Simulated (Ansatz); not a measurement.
# Run report: BAs, geometry relaxation (part 5 of 5)

Continued. System: BAs (16 atoms in the cell). Method: DFT PBE, scalar-relativistic, plane waves, PAW, spin-polarised (Ansatz 0.2.0); cutoff 420 eV, 1×1×4 k-mesh, Gaussian smearing of 0.05 eV, collinear spins. The structure derives from an entry of the Crystallography Open Database. It belongs to a series of runs on one base structure; here: wire along [1 1 1], 16 atoms a period.

Geometry of the input (Å; fractional positions):
```
12.9000  0.0000  0.0000
0.0000  12.7000  0.0000
0.0000  0.0000  8.3291
B  0.5761  0.5000  0.0000
As 0.6522  0.6339  0.0833
As 0.5000  0.3661  0.4167
As 0.3478  0.6339  0.7500
B  0.4239  0.5000  0.3333
As 0.6522  0.3661  0.0833
As 0.5000  0.6339  0.4167
As 0.3478  0.3661  0.7500
B  0.3478  0.3661  0.0000
B  0.6522  0.3661  0.3333
B  0.5000  0.6339  0.6667
As 0.4239  0.5000  0.0833
B  0.3478  0.6339  0.0000
B  0.6522  0.6339  0.3333
B  0.5000  0.3661  0.6667
As 0.5761  0.5000  0.7500
```

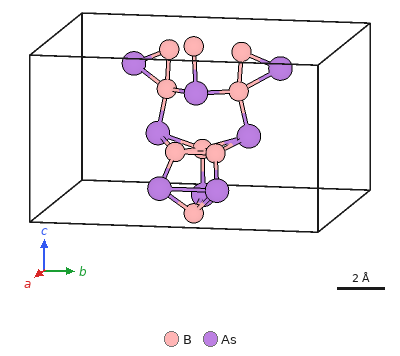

The geometry at step 19 of the log (ball-and-stick view of the cell of the calculation, with the vacuum cut short, seen slightly off an axis).

## Trajectory as extended XYZ, continued
```
16
Lattice="12.9000 0.0000 0.0000 0.0000 12.7000 0.0000 0.0000 0.0000 7.2566" Properties=species:S:1:pos:R:3:forces:R:3 step=16 energy=-40086.18467 pressure_GPa=0.15 accepted=F
B     7.8427    6.3500   -0.1792   -0.2036   0.0000   0.3995
As    8.9534    7.6082    1.1337    0.1167   0.1439  -0.1777
As    5.7301    4.3396    2.9750    0.1418   0.1186  -0.0771
As    4.8960    9.5850    5.9019    0.0138   0.1716  -0.1726
B     5.9202    6.3500    2.4237    0.0458   0.0000  -0.6464
As    8.9534    5.0918    1.1337    0.1167  -0.1439  -0.1777
As    5.7301    8.3604    2.9750    0.1418  -0.1186  -0.0771
As    4.8960    3.1150    5.9019    0.0138  -0.1716  -0.1726
B     5.3064    4.7641   -0.6942   -0.0160   0.2054   0.3356
B     7.4743    5.5201    2.5053   -0.3296  -1.2965   0.1459
B     5.8238    7.9467    4.9536    0.0305   0.0987  -0.2903
As    5.8432    6.3500    0.3532   -0.1122   0.0000   0.2258
B     5.3064    7.9359   -0.6942   -0.0160  -0.2054   0.3356
B     7.4743    7.1799    2.5053   -0.3296   1.2965   0.1459
B     5.8238    4.7533    4.9536    0.0305  -0.0987  -0.2903
As    7.2259    6.3500    4.9722    0.3555   0.0000   0.4936
16
Lattice="12.9000 0.0000 0.0000 0.0000 12.7000 0.0000 0.0000 0.0000 7.3552" Properties=species:S:1:pos:R:3:forces:R:3 step=17 energy=-40086.32401 pressure_GPa=0.04
B     7.7786    6.3500   -0.0772    0.0283   0.0000   0.0510
As    8.9399    7.6204    1.1486   -0.0049  -0.0282  -0.0520
As    5.7490    4.3469    3.0326   -0.0544  -0.0429   0.0689
As    4.8997    9.5432    5.9025   -0.0762   0.2714  -0.0878
B     5.9218    6.3500    2.4374    0.0207   0.0000  -0.1467
As    8.9399    5.0796    1.1486   -0.0049   0.0282  -0.0520
As    5.7490    8.3531    3.0326   -0.0544   0.0429   0.0689
As    4.8997    3.1568    5.9025   -0.0762  -0.2714  -0.0878
B     5.2990    4.7724   -0.7112    0.0911   0.1505   0.0850
B     7.4440    5.4564    2.5003    0.0437   0.0832   0.0474
B     5.8786    7.9182    5.0161   -0.0215   0.0374   0.0284
As    5.7667    6.3500    0.3870   -0.0047   0.0000   0.0691
B     5.2990    7.9276   -0.7112    0.0911  -0.1505   0.0850
B     7.4440    7.2436    2.5003    0.0437  -0.0832   0.0474
B     5.8786    4.7818    5.0161   -0.0215  -0.0374   0.0284
As    7.3124    6.3500    5.1545    0.0003   0.0000  -0.1528
16
Lattice="12.9000 0.0000 0.0000 0.0000 12.7000 0.0000 0.0000 0.0000 7.3128" Properties=species:S:1:pos:R:3:forces:R:3 step=19 energy=-40086.33888 pressure_GPa=-0.00
B     7.7761    6.3500   -0.0923    0.0507   0.0000   0.0402
As    8.9345    7.6177    1.1380    0.0087  -0.0026  -0.0102
As    5.7321    4.3438    3.0087   -0.0034  -0.0142  -0.0136
As    4.9258    9.5799    5.8824    0.0219  -0.0130   0.0186
B     5.9244    6.3500    2.4162   -0.0130   0.0000  -0.0576
As    8.9345    5.0823    1.1380    0.0087   0.0026  -0.0102
As    5.7321    8.3562    3.0087   -0.0034   0.0142  -0.0136
As    4.9258    3.1202    5.8824    0.0219   0.0130   0.0186
B     5.3083    4.7562   -0.6963    0.0160  -0.0425  -0.0704
B     7.4441    5.4613    2.5067    0.0103   0.0174  -0.0105
B     5.8717    7.9341    4.9849   -0.0391  -0.0020   0.0687
As    5.7682    6.3500    0.3797   -0.0027   0.0000  -0.0336
B     5.3083    7.9438   -0.6963    0.0160   0.0425  -0.0704
B     7.4441    7.2387    2.5067    0.0103  -0.0174  -0.0105
B     5.8717    4.7659    4.9849   -0.0391   0.0020   0.0687
As    7.2985    6.3500    5.0867   -0.0639   0.0000   0.0858
16
Lattice="12.9000 0.0000 0.0000 0.0000 12.7000 0.0000 0.0000 0.0000 7.3004" Properties=species:S:1:pos:R:3:forces:R:3 step=21 energy=-40086.33788 pressure_GPa=0.01 accepted=F
B     7.7609    6.3500   -0.0997   -0.0832   0.0000   0.1377
As    8.9192    7.6168    1.1217    0.0353   0.0358   0.0325
As    5.7259    4.3435    2.9990    0.0231   0.0100   0.0327
As    4.9873    9.6168    5.8909    0.0031  -0.0019   0.0076
B     5.9258    6.3500    2.4030   -0.0735   0.0000   0.0240
As    8.9192    5.0832    1.1217    0.0353  -0.0358   0.0325
As    5.7259    8.3565    2.9990    0.0231  -0.0100   0.0327
As    4.9873    3.0832    5.8909    0.0031   0.0019   0.0076
B     5.3092    4.7429   -0.6992   -0.0018  -0.0126   0.0162
B     7.4436    5.4671    2.5117   -0.0152  -0.0603  -0.0709
B     5.8655    7.9442    4.9761   -0.0135   0.0066  -0.0391
As    5.7337    6.3500    0.3710    0.1526   0.0000   0.0164
B     5.3092    7.9571   -0.6992   -0.0018   0.0126   0.0162
B     7.4436    7.2329    2.5117   -0.0152   0.0603  -0.0709
B     5.8655    4.7558    4.9761   -0.0135  -0.0066  -0.0391
As    7.2784    6.3500    5.0940   -0.0577   0.0000  -0.1360
16
Lattice="12.9000 0.0000 0.0000 0.0000 12.7000 0.0000 0.0000 0.0000 7.3028" Properties=species:S:1:pos:R:3:forces:R:3 step=23 energy=-40086.33387 pressure_GPa=-0.00
B     7.7714    6.3500   -0.0900   -0.0042   0.0000   0.0007
As    8.9300    7.6174    1.1363   -0.0024   0.0042  -0.0008
As    5.7227    4.3427    2.9990   -0.0096  -0.0033   0.0017
As    4.9728    9.6093    5.8914    0.0067  -0.0052   0.0061
B     5.9152    6.3500    2.4031   -0.0013   0.0000   0.0056
As    8.9300    5.0826    1.1363   -0.0024  -0.0042  -0.0008
As    5.7227    8.3573    2.9990   -0.0096   0.0033   0.0017
As    4.9728    3.0907    5.8914    0.0067   0.0052   0.0061
B     5.3156    4.7448   -0.6981    0.0002   0.0017   0.0062
B     7.4360    5.4643    2.5034    0.0061   0.0008  -0.0033
B     5.8630    7.9445    4.9755   -0.0047   0.0033  -0.0110
As    5.7557    6.3500    0.3708    0.0008   0.0000  -0.0008
B     5.3156    7.9552   -0.6981    0.0002  -0.0017   0.0062
B     7.4360    7.2357    2.5034    0.0061  -0.0008  -0.0033
B     5.8630    4.7555    4.9755   -0.0047  -0.0033  -0.0110
As    7.2773    6.3500    5.0836    0.0121   0.0000  -0.0032
```

## Results in brief

- outcome: converged
- electrons treated: 144
- free energy: −40086.3339 eV
- Fermi energy: −1.931 eV
- gap on the k-point mesh: 1.16 eV
- net moment of the cell: 0.00 μB
- integrated absolute moment: 0.00 μB
- final volume: 1196.42 Å³
- largest force (length of the vector) at the end: 0.012 eV/Å
- hardware: 4 threads of AMD EPYC (Zen 3), 192 GiB of memory available, shared host
- wall time: 18 min (CPU time 64 min)
- peak memory: 2.5 GiB

The program warns: some starting moments were not kept; the exchange-correlation potential is rough where the density is thin.
